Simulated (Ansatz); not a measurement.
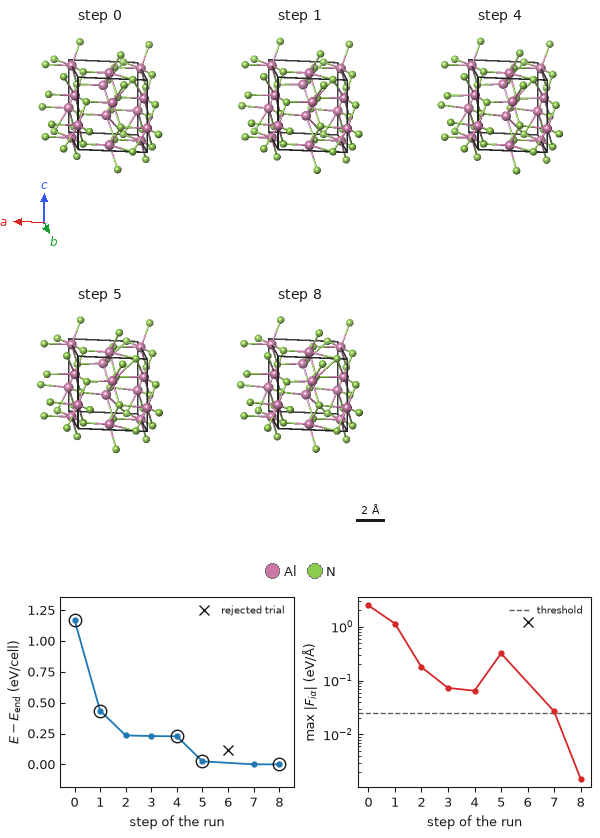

Frames of a relaxation of a defect cell of composition Al$_{6}$N$_{7}$, marked on the history of the run. Style: ball-and-stick. Shown: the cell of the calculation, from a free direction.

Case: N interstitial, charge +0, atoms relaxed at the host's cell.

Method: DFT PBE, scalar-relativistic, plane waves, PAW in Ansatz 0.2.0. Settings: plane-wave cutoff 420 eV; k-point mesh 2 × 2 × 2; occupations gaussian; smearing width 0.01 eV; collinear spin; atoms relaxed in a fixed cell; force threshold 0.025 eV/Å; at most 45 steps.

**Describe the path.**

The atom that moves furthest is an N atom (0.30 Å along −a). By element the largest moves are N 0.30 Å, Al 0.05 Å. The cell stays as it was. Some distances before and after: Al–N 2.323 → 2.504 Å, Al–N 2.090 → 1.913 Å, Al–N 1.915 → 2.015 Å, Al–N 1.915 → 1.864 Å. Bond angles that change, for instance: N–Al–N 59.9° → 70.4°, N–Al–N 168.1° → 177.6°, Al–N–Al 97.0° → 106.2°. After 7 accepted moves (8 points after the start) the energy has fallen by 1.171 eV per cell of the calculation. The largest force component goes from 2.5 to 0.0015 eV/Å. The line search rejected the trial step at point 6 of the run. The program noted that the starting moments weren't kept. From step 0 to 1: N atoms move most (0.08 Å), energy −0.736 eV per cell of the calculation. From step 1 to 4: N atoms move most (0.07 Å), energy −0.208 eV per cell of the calculation. From step 4 to 5: an N atom moves most (0.18 Å), energy −0.203 eV per cell of the calculation. From step 5 to 8: an N atom moves most (0.07 Å), energy −24.3 meV per cell of the calculation.

```
step  E − E(0), meV/atom  largest force component, eV/Å      note
   0                0.00                         2.4777          
   1              -56.60                         1.1421          
   2              -72.06                         0.1775          
   3              -72.44                         0.0731          
   4              -72.62                         0.0648          
   5              -88.22                         0.3193          
   6              -81.08                         1.2393  rejected
   7              -90.07                         0.0269          
   8              -90.08                         0.0015
```

Limits of the set-up: the k-point mesh is coarse for a cell with partly filled bands; the periodic images lie only 5.0 Å apart, so the values are limited by the cell's size.
